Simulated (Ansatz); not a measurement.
# Geometry relaxation, with input and output: TiSi₈ (part 2 of 4)

The same run, continued: TiSi₈ (slab, 9 atoms in the cell); DFT PBEsol, scalar-relativistic, plane waves, PAW (Ansatz 0.2.0); cutoff 420 eV, 8×6×1 k-mesh, Gaussian smearing of 0.05 eV, collinear spins. The structure derives from an entry of the Crystallography Open Database. The run did not end well. The input holds or restrains some coordinates. Forces given for the steps count only the free coordinates. It belongs to a series of runs on one base structure; here: Ti put at a top Si site.

Geometry of the input (Å; fractional positions):
```
3.8417  0.0000  0.0000
0.0000  5.4330  0.0000
0.0000  0.0000  24.7626
Si 0.5000  0.0000  0.3433
Si 0.0000  0.2500  0.3433
Si 0.0000  0.5000  0.4208
Si 0.5000  0.7500  0.4208
Si 0.5000  0.0046  0.4985
Si 0.0000  0.2454  0.4985
Si 0.0000  0.5107  0.5708
Si 0.5000  0.7393  0.5708
Ti 0.0000  0.5107  0.6806
```

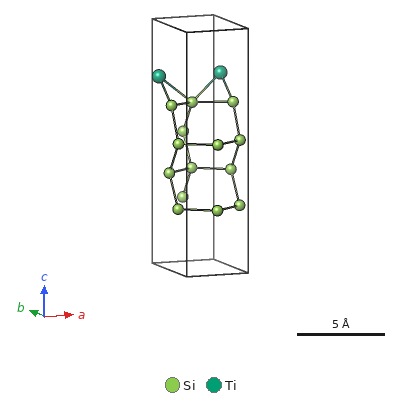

**Figure 1.** The geometry at step 11 of the log (ball-and-stick view of the cell of the calculation, with the vacuum cut short, seen slightly off an axis).

## The program's output, continued
```
SCF iter   1: F=—  HF=-7438.448346 eV  |F-HF|=—  |Δ(HF+E_count)|=         —  Δρ=7.05e-3 (↑7.05e-3 ↓3.91e-3)  dr2=1.76e-1  dr2_m=9.84e-2  M=2.023 μB ∫|m|=3.587 μB  β_m=1.00  ethr=4.04e-4  p=0.180 e·Å  D=6.29e-2 V/Å  ΔV_dip=-1.56 eV  dr2_dipole=6.13e-5  V_vac-E_F(+/−)=3.28/4.84 eV  ⟨swp⟩=1.4  Hψ=5447  notcnv=0  defer=133
efield: sawtooth ramp at fractional position 0.9919 (handed on by an earlier solve), width 0.0400; the density the first Hamiltonian is built on has a dipole p = 0.180 e·Å; the dipole correction subtracts the counter field D = 6.29e-2 V/Å, which shifts the + side's vacuum level by -1.56 eV against the − side's; the planar-averaged density in the ramp window peaks in size at 1.5e-6 e/Å³
preconditioner: auto → LDOS  [metal: Δε(μ)=0.022 eV  Ē_g=6.025 eV  σ=0.050 eV  W_gap=0.24  n_scr=50 (ndim 8)  ℏωp=9.8 eV  f_vac=0.504  D(μ)=7.34/eV (n_scr^D=30)]
spin=Collinear: LDOS preconditioning applied to the charge; magnetization (m = ρ↑ − ρ↓) channel mixes plain (no charge-response kernel on spin).
SCF iter   2: F=—  HF=-7438.527702 eV  |F-HF|=—  |Δ(HF+E_count)|=   7.94e-2  Δρ=2.56e-3 (↑2.56e-3 ↓2.16e-3)  dr2=6.05e-2  dr2_m=8.89e-4  M=2.014 μB ∫|m|=3.576 μB  β_m=0.34  ethr=4.00e-4  p=0.181 e·Å  D=6.34e-2 V/Å  ΔV_dip=-1.57 eV  dr2_dipole=1.55e-4  V_vac-E_F(+/−)=3.27/4.84 eV  ⟨swp⟩=3.1  Hψ=2532  notcnv=0  defer=136
density mixer auto → msr1: a metal under ldos (density of states about μ 1.25 of a free-electron gas's, 50 screened modes)
SCF iter   3: F=—  HF=-7438.520973 eV  |F-HF|=—  |Δ(HF+E_count)|=   6.73e-3  Δρ=1.87e-3 (↑1.23e-3 ↓1.87e-3)  dr2=1.28e-2  dr2_m=4.08e-3  M=2.018 μB ∫|m|=3.593 μB  β_m=0.62  ethr=1.37e-4  p=0.181 e·Å  D=6.34e-2 V/Å  ΔV_dip=-1.57 eV  dr2_dipole=5.03e-5  V_vac-E_F(+/−)=3.27/4.84 eV  ⟨swp⟩=2.4  Hψ=1804  notcnv=0  defer=137
SCF iter   4: F=—  HF=-7438.532884 eV  |F-HF|=—  |Δ(HF+E_count)|=   1.19e-2  Δρ=4.08e-4 (↑4.08e-4 ↓2.06e-4)  dr2=2.01e-3  dr2_m=2.21e-4  M=2.030 μB ∫|m|=3.622 μB  β_m=0.80  ethr=2.90e-5  p=0.179 e·Å  D=6.26e-2 V/Å  ΔV_dip=-1.55 eV  dr2_dipole=8.49e-4  V_vac-E_F(+/−)=3.30/4.85 eV  ⟨swp⟩=2.2  Hψ=2364  notcnv=0  defer=137
SCF iter   5: F=—  HF=-7438.533561 eV  |F-HF|=—  |Δ(HF+E_count)|=   6.77e-4  Δρ=2.41e-4 (↑2.41e-4 ↓6.97e-5)  dr2=5.55e-4  dr2_m=8.20e-5  M=2.028 μB ∫|m|=3.623 μB  β_m=0.90  ethr=4.58e-6  p=0.176 e·Å  D=6.17e-2 V/Å  ΔV_dip=-1.53 eV  dr2_dipole=2.39e-4  V_vac-E_F(+/−)=3.32/4.85 eV  ⟨swp⟩=1.7  Hψ=1397  notcnv=0  defer=137
SCF iter   6: F=—  HF=-7438.533881 eV  |F-HF|=—  |Δ(HF+E_count)|=   3.20e-4  Δρ=1.70e-4 (↑1.70e-4 ↓3.47e-5)  dr2=9.87e-5  dr2_m=3.90e-5  M=2.024 μB ∫|m|=3.620 μB  β_m=0.95  ethr=1.26e-6  p=0.173 e·Å  D=6.06e-2 V/Å  ΔV_dip=-1.50 eV  dr2_dipole=5.09e-6  V_vac-E_F(+/−)=3.35/4.85 eV  ⟨swp⟩=2.0  Hψ=2118  notcnv=0  defer=137
SCF iter   7: F=—  HF=-7438.534001 eV  |F-HF|=—  |Δ(HF+E_count)|=   1.20e-4  Δρ=1.32e-4 (↑1.32e-4 ↓2.99e-5)  dr2=1.76e-4  dr2_m=2.17e-5  M=2.021 μB ∫|m|=3.617 μB  β_m=0.98  ethr=2.24e-7  p=0.172 e·Å  D=6.02e-2 V/Å  ΔV_dip=-1.49 eV  dr2_dipole=2.39e-5  V_vac-E_F(+/−)=3.36/4.85 eV  ⟨swp⟩=2.0  Hψ=2177  notcnv=0  defer=137
SCF iter   8: F=—  HF=-7438.534163 eV  |F-HF|=—  |Δ(HF+E_count)|=   1.61e-4  Δρ=1.51e-4 (↑1.51e-4 ↓3.21e-5)  dr2=1.61e-4  dr2_m=2.59e-5  M=2.019 μB ∫|m|=3.618 μB  β_m=0.99  ethr=2.24e-7  p=0.170 e·Å  D=5.96e-2 V/Å  ΔV_dip=-1.47 eV  dr2_dipole=4.29e-6  V_vac-E_F(+/−)=3.37/4.84 eV  ⟨swp⟩=2.2  Hψ=2188  notcnv=0  defer=137
iter 9 did not close the SCF: its close was put off for a magnetic moment that had not settled (scf_convergence_deferred on its scf_iter line)
SCF iter   9: F=-7438.534209 eV  HF=-7438.534225 eV  |F-HF|=1.60e-5  |Δ(HF+E_count)|=   6.27e-5  Δρ=7.64e-5 (↑7.64e-5 ↓2.47e-5)  dr2=5.56e-5  dr2_m=7.57e-6  M=2.016 μB ∫|m|=3.615 μB  β_m=0.62  ethr=2.24e-7  p=0.171 e·Å  D=5.97e-2 V/Å  ΔV_dip=-1.48 eV  dr2_dipole=6.49e-8  V_vac-E_F(+/−)=3.37/4.85 eV  ⟨swp⟩=12.9  Hψ=7353  notcnv=0
SCF iter  10: F=—  HF=-7438.534279 eV  |F-HF|=—  |Δ(HF+E_count)|=   5.39e-5  Δρ=7.60e-5 (↑7.60e-5 ↓1.87e-5)  dr2=1.57e-4  dr2_m=5.28e-6  M=2.015 μB ∫|m|=3.615 μB  β_m=0.88  ethr=1.26e-7  p=0.171 e·Å  D=5.98e-2 V/Å  ΔV_dip=-1.48 eV  dr2_dipole=2.56e-5  V_vac-E_F(+/−)=3.36/4.84 eV  ⟨swp⟩=2.1  Hψ=2182  notcnv=0
SCF iter  11: F=-7438.534297 eV  HF=-7438.534302 eV  |F-HF|=5.28e-6  |Δ(HF+E_count)|=   2.29e-5  Δρ=3.98e-5 (↑3.98e-5 ↓8.32e-6)  dr2=1.49e-5  dr2_m=1.97e-6  M=2.013 μB ∫|m|=3.612 μB  ethr=1.26e-7  p=0.172 e·Å  D=6.01e-2 V/Å  ΔV_dip=-1.49 eV  dr2_dipole=6.06e-7  V_vac-E_F(+/−)=3.36/4.84 eV  ⟨swp⟩=6.8  Hψ=5776  notcnv=0
SCF 2 converged in 11 iterations: F = -7438.534297 eV  dr2 = 1.49e-5
relax step   2: F+E_penalty+E_count = -7438.53429696 eV  Δ(F+E_penalty+E_count) = -3.847e-1 eV  max|allowed force component| = 1.274e0 eV/Å  Δτ_max = 0.1946 Å  (11 SCF iters, dr2 threshold 1.00e-4 eV, accepted)
[... from here on the SCF iterations and repeated set-up lines of each step are left out, up to the last step ...]
SCF 3 converged in 10 iterations: F = -7438.896682 eV  dr2 = 1.98e-5
relax step   3: F+E_penalty+E_count = -7438.89668156 eV  Δ(F+E_penalty+E_count) = -3.624e-1 eV  max|allowed force component| = 9.829e-1 eV/Å  Δτ_max = 0.1942 Å  (10 SCF iters, dr2 threshold 1.00e-4 eV, accepted)
SCF 4 converged in 8 iterations: F = -7439.225533 eV  dr2 = 8.02e-5
relax step   4: F+E_penalty+E_count = -7439.22553317 eV  Δ(F+E_penalty+E_count) = -3.289e-1 eV  max|allowed force component| = 9.086e-1 eV/Å  Δτ_max = 0.1951 Å  (8 SCF iters, dr2 threshold 1.00e-4 eV, accepted)
SCF 5 converged in 9 iterations: F = -7439.504953 eV  dr2 = 2.58e-6
relax step   5: F+E_penalty+E_count = -7439.50495317 eV  Δ(F+E_penalty+E_count) = -2.794e-1 eV  max|allowed force component| = 6.350e-1 eV/Å  Δτ_max = 0.1952 Å  (9 SCF iters, dr2 threshold 1.00e-4 eV, accepted)
SCF 6 converged in 8 iterations: F = -7439.657884 eV  dr2 = 5.85e-6
relax step   6: F+E_penalty+E_count = -7439.65788423 eV  Δ(F+E_penalty+E_count) = -1.529e-1 eV  max|allowed force component| = 4.390e-1 eV/Å  Δτ_max = 0.1950 Å  (8 SCF iters, dr2 threshold 1.00e-4 eV, accepted)
SCF 7 converged in 8 iterations: F = -7439.776652 eV  dr2 = 1.08e-5
relax step   7: F+E_penalty+E_count = -7439.77665161 eV  Δ(F+E_penalty+E_count) = -1.188e-1 eV  max|allowed force component| = 3.203e-1 eV/Å  Δτ_max = 0.1932 Å  (8 SCF iters, dr2 threshold 9.21e-5 eV, accepted)
SCF 8 converged in 7 iterations: F = -7439.879556 eV  dr2 = 8.68e-6
relax step   8: F+E_penalty+E_count = -7439.87955566 eV  Δ(F+E_penalty+E_count) = -1.029e-1 eV  max|allowed force component| = 2.624e-1 eV/Å  Δτ_max = 0.1955 Å  (7 SCF iters, dr2 threshold 4.90e-5 eV, accepted)
SCF 9 converged in 7 iterations: F = -7439.961001 eV  dr2 = 6.90e-6
relax step   9: F+E_penalty+E_count = -7439.96100134 eV  Δ(F+E_penalty+E_count) = -8.145e-2 eV  max|allowed force component| = 2.531e-1 eV/Å  Δτ_max = 0.1981 Å  (7 SCF iters, dr2 threshold 3.67e-5 eV, accepted)
SCF 10 converged in 7 iterations: F = -7440.032071 eV  dr2 = 1.56e-5
relax step  10: F+E_penalty+E_count = -7440.03207089 eV  Δ(F+E_penalty+E_count) = -7.107e-2 eV  max|allowed force component| = 2.702e-1 eV/Å  Δτ_max = 0.1956 Å  (7 SCF iters, dr2 threshold 4.30e-5 eV, accepted)
SCF 11 converged in 7 iterations: F = -7440.110783 eV  dr2 = 1.76e-5
relax step  11: F+E_penalty+E_count = -7440.11078286 eV  Δ(F+E_penalty+E_count) = -7.871e-2 eV  max|allowed force component| = 3.398e-1 eV/Å  Δτ_max = 0.1962 Å  (7 SCF iters, dr2 threshold 6.79e-5 eV, accepted)
SCF 12 converged in 8 iterations: F = -7440.219565 eV  dr2 = 4.27e-6
relax step  12: F+E_penalty+E_count = -7440.21956492 eV  Δ(F+E_penalty+E_count) = -1.088e-1 eV  max|allowed force component| = 5.002e-1 eV/Å  Δτ_max = 0.1950 Å  (8 SCF iters, dr2 threshold 1.00e-4 eV, accepted)
SCF 13 converged in 8 iterations: F = -7440.361512 eV  dr2 = 1.65e-5
relax step  13: F+E_penalty+E_count = -7440.36151171 eV  Δ(F+E_penalty+E_count) = -1.419e-1 eV  max|allowed force component| = 5.814e-1 eV/Å  Δτ_max = 0.1950 Å  (8 SCF iters, dr2 threshold 1.00e-4 eV, accepted)
SCF 14 converged in 9 iterations: F = -7440.534074 eV  dr2 = 3.98e-5
relax step  14: F+E_penalty+E_count = -7440.53407389 eV  Δ(F+E_penalty+E_count) = -1.726e-1 eV  max|allowed force component| = 6.233e-1 eV/Å  Δτ_max = 0.1949 Å  (9 SCF iters, dr2 threshold 1.00e-4 eV, accepted)
SCF 15 converged in 7 iterations: F = -7440.731272 eV  dr2 = 7.76e-5
relax step  15: F+E_penalty+E_count = -7440.73127222 eV  Δ(F+E_penalty+E_count) = -1.972e-1 eV  max|allowed force component| = 7.861e-1 eV/Å  Δτ_max = 0.1950 Å  (7 SCF iters, dr2 threshold 1.00e-4 eV, accepted)
SCF 16 converged in 6 iterations: F = -7440.934494 eV  dr2 = 1.66e-5
relax step  16: F+E_penalty+E_count = -7440.93449435 eV  Δ(F+E_penalty+E_count) = -2.032e-1 eV  max|allowed force component| = 8.716e-1 eV/Å  Δτ_max = 0.1950 Å  (6 SCF iters, dr2 threshold 1.00e-4 eV, accepted)
SCF 17 converged in 7 iterations: F = -7441.169107 eV  dr2 = 4.92e-5
relax step  17: F+E_penalty+E_count = -7441.16910732 eV  Δ(F+E_penalty+E_count) = -2.346e-1 eV  max|allowed force component| = 1.128e0 eV/Å  Δτ_max = 0.1951 Å  (7 SCF iters, dr2 threshold 1.00e-4 eV, accepted)
SCF 18 converged in 10 iterations: F = -7441.432399 eV  dr2 = 3.34e-6
relax step  18: F+E_penalty+E_count = -7441.43239942 eV  Δ(F+E_penalty+E_count) = -2.633e-1 eV  max|allowed force component| = 1.435e0 eV/Å  Δτ_max = 0.1907 Å  (10 SCF iters, dr2 threshold 1.00e-4 eV, accepted)
SCF iter   1: F=—  HF=-7441.589945 eV  |F-HF|=—  |Δ(HF+E_count)|=         —  Δρ=7.33e-3 (↑7.10e-3 ↓7.33e-3)  dr2=1.37e-1  dr2_m=2.22e-1  M=0.798 μB ∫|m|=1.394 μB  β_m=1.00  ethr=3.03e-3  p=0.153 e·Å  D=5.37e-2 V/Å  ΔV_dip=-1.33 eV  dr2_dipole=9.02e-3  V_vac-E_F(+/−)=3.63/4.96 eV  ⟨swp⟩=4.3  Hψ=3900  notcnv=0  defer=65
efield: sawtooth ramp at fractional position 0.9919 (handed on by an earlier solve), width 0.0400; the density the first Hamiltonian is built on has a dipole p = 0.153 e·Å; the dipole correction subtracts the counter field D = 5.37e-2 V/Å, which shifts the + side's vacuum level by -1.33 eV against the − side's; the planar-averaged density in the ramp window peaks in size at 9.7e-7 e/Å³
preconditioner: auto → LDOS  [metal: Δε(μ)=0.009 eV  Ē_g=6.452 eV  σ=0.050 eV  W_gap=0.10  n_scr=50 (ndim 8)  ℏωp=9.8 eV  f_vac=0.579  D(μ)=4.77/eV (n_scr^D=20)]
spin=Collinear: LDOS preconditioning applied to the charge; magnetization (m = ρ↑ − ρ↓) channel mixes plain (no charge-response kernel on spin).
SCF iter   2: F=—  HF=-7441.709319 eV  |F-HF|=—  |Δ(HF+E_count)|=   1.19e-1  Δρ=1.91e-3 (↑1.91e-3 ↓1.77e-3)  dr2=3.73e-2  dr2_m=5.68e-3  M=0.750 μB ∫|m|=1.258 μB  β_m=0.34  ethr=3.12e-4  p=0.156 e·Å  D=5.46e-2 V/Å  ΔV_dip=-1.35 eV  dr2_dipole=1.22e-3  V_vac-E_F(+/−)=3.61/4.96 eV  ⟨swp⟩=2.7  Hψ=2800  notcnv=0  defer=132
density mixer auto → msr1: a metal under ldos (density of states about μ 1.18 of a free-electron gas's, 50 screened modes)
SCF iter   3: F=—  HF=-7441.702441 eV  |F-HF|=—  |Δ(HF+E_count)|=   6.88e-3  Δρ=1.13e-3 (↑9.70e-4 ↓1.13e-3)  dr2=8.89e-3  dr2_m=1.93e-3  M=0.752 μB ∫|m|=1.238 μB  β_m=0.59  ethr=8.48e-5  p=0.153 e·Å  D=5.37e-2 V/Å  ΔV_dip=-1.33 eV  dr2_dipole=8.00e-5  V_vac-E_F(+/−)=3.64/4.97 eV  ⟨swp⟩=2.6  Hψ=2280  notcnv=0  defer=132
SCF iter   4: F=—  HF=-7441.707009 eV  |F-HF|=—  |Δ(HF+E_count)|=   4.57e-3  Δρ=2.66e-4 (↑2.66e-4 ↓2.36e-4)  dr2=1.33e-3  dr2_m=1.49e-4  M=0.790 μB ∫|m|=1.283 μB  β_m=0.65  ethr=2.02e-5  p=0.143 e·Å  D=4.99e-2 V/Å  ΔV_dip=-1.24 eV  dr2_dipole=4.04e-4  V_vac-E_F(+/−)=3.75/4.99 eV  ⟨swp⟩=2.2  Hψ=2250  notcnv=0  defer=132
SCF iter   5: F=—  HF=-7441.707561 eV  |F-HF|=—  |Δ(HF+E_count)|=   5.52e-4  Δρ=1.63e-4 (↑1.63e-4 ↓1.32e-4)  dr2=5.80e-4  dr2_m=7.76e-5  M=0.795 μB ∫|m|=1.291 μB  β_m=0.83  ethr=3.02e-6  p=0.139 e·Å  D=4.88e-2 V/Å  ΔV_dip=-1.21 eV  dr2_dipole=2.61e-4  V_vac-E_F(+/−)=3.78/4.99 eV  ⟨swp⟩=1.9  Hψ=1592  notcnv=0  defer=132
SCF iter   6: F=—  HF=-7441.707822 eV  |F-HF|=—  |Δ(HF+E_count)|=   2.60e-4  Δρ=6.26e-5 (↑6.26e-5 ↓3.40e-5)  dr2=1.11e-4  dr2_m=3.67e-6  M=0.797 μB ∫|m|=1.295 μB  β_m=0.71  ethr=1.32e-6  p=0.135 e·Å  D=4.72e-2 V/Å  ΔV_dip=-1.17 eV  dr2_dipole=1.76e-5  V_vac-E_F(+/−)=3.81/4.98 eV  ⟨swp⟩=2.2  Hψ=1730  notcnv=0  defer=132
SCF iter   7: F=—  HF=-7441.707821 eV  |F-HF|=—  |Δ(HF+E_count)|=   1.09e-6  Δρ=2.34e-5 (↑2.34e-5 ↓1.12e-5)  dr2=2.09e-5  dr2_m=9.82e-7  M=0.798 μB ∫|m|=1.296 μB  β_m=0.86  ethr=2.52e-7  p=0.135 e·Å  D=4.71e-2 V/Å  ΔV_dip=-1.17 eV  dr2_dipole=4.82e-6  V_vac-E_F(+/−)=3.82/4.98 eV  ⟨swp⟩=2.5  Hψ=1968  notcnv=0  defer=132
SCF iter   8: F=-7441.707820 eV  HF=-7441.707823 eV  |F-HF|=3.93e-6  |Δ(HF+E_count)|=   2.96e-6  Δρ=1.01e-5 (↑1.01e-5 ↓5.33e-6)  dr2=4.06e-6  dr2_m=1.03e-7  M=0.799 μB ∫|m|=1.296 μB  ethr=4.75e-8  p=0.134 e·Å  D=4.71e-2 V/Å  ΔV_dip=-1.17 eV  dr2_dipole=6.83e-7  V_vac-E_F(+/−)=3.82/4.98 eV  ⟨swp⟩=13.4  Hψ=6285  notcnv=0
SCF 19 converged in 8 iterations: F = -7441.707820 eV  dr2 = 4.06e-6
relax step  19: F+E_penalty+E_count = -7441.70781954 eV  Δ(F+E_penalty+E_count) = -2.754e-1 eV  max|allowed force component| = 1.103e0 eV/Å  Δτ_max = 0.1904 Å  (8 SCF iters, dr2 threshold 1.00e-4 eV, accepted)
iter 1 solved again at ethr=3.86e-4 eV; its pass at ethr=3.10e-3 eV (dr2=1.70e-1 eV) is discarded
```
